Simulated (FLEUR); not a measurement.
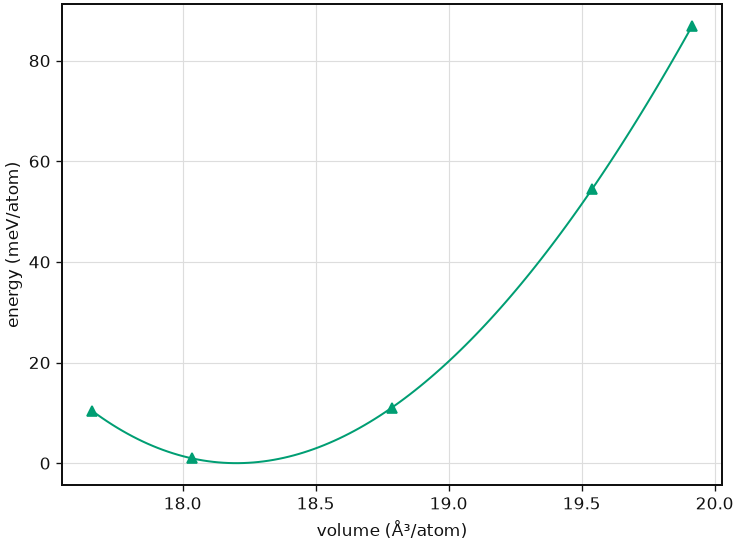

The figure shows the energy against volume for Ta, space group Fm-3m (No. 225).

Cell as given: a = 2.984 Å, b = 2.984 Å, c = 2.984 Å, α = 60.00°, β = 60.00°, γ = 60.00°; 1 atom.

Computed with FLEUR MaX-R8.1 (later development tree): all-electron LAPW DFT, no spin polarisation; energies at scaled volumes of the given cell, shape and fractions fixed, counted from the fit's minimum, third-order Birch-Murnaghan fit. Level: SCAN.

- k mesh: 11×11×11
- occupations: Fermi–Dirac
- smearing width: 0.05 eV
- potentials: all electron
- program settings: basis FLAPW, kmax 4.1 1/bohr

This calculation gives: equilibrium volume 18.20 Å³/atom and bulk modulus 197 GPa.

Now the level changes from SCAN to LDA. How do these quantities change?

The equilibrium volume falls from 18.20 to 17.75 Å³/atom (−2.5 %) and the bulk modulus rises from 197 to 206 GPa (+4.6 %).

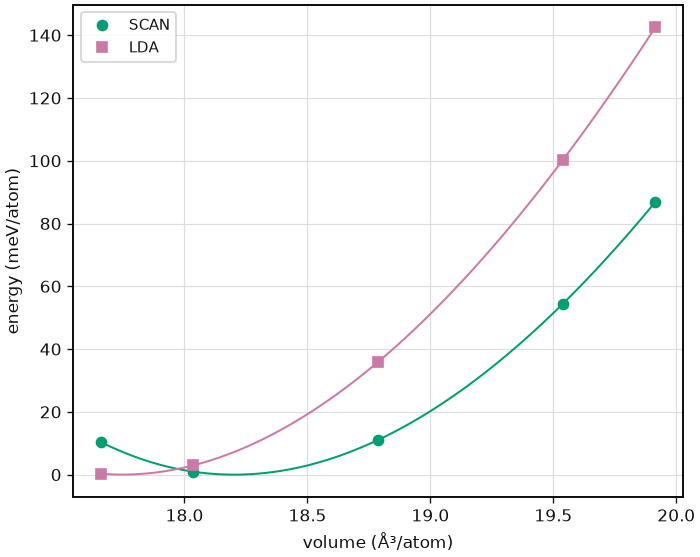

The two results together.

V0 and the bulk modulus come from third-order Birch–Murnaghan fits.
